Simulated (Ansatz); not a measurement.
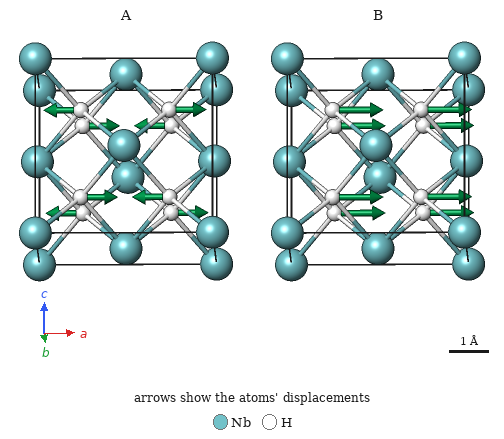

Modes of a crystal of NbH₂ at 1.02 times its rest volume, space group Fm-3m (No. 225), at the zone centre (one member of each degenerate set). The green arrows give the relative displacements of the atoms. A ball-and-stick model of the conventional cell (4 times the calculation's cell), seen from a free direction. Lengths and directions refer to the drawn axes.

Computed with DFT PBEsol, scalar-relativistic, plane waves, PAW (Ansatz).

The frequencies depend somewhat on the k-mesh and the smearing.

Which are infrared-active and which Raman-active?

Answer. A is T₂g, Raman-active by symmetry (1265 cm⁻¹). B is T₁u, infrared-active by symmetry (1078 cm⁻¹). The crystal has a centre of inversion, so no mode is both. In a metal the free carriers screen the infrared response.
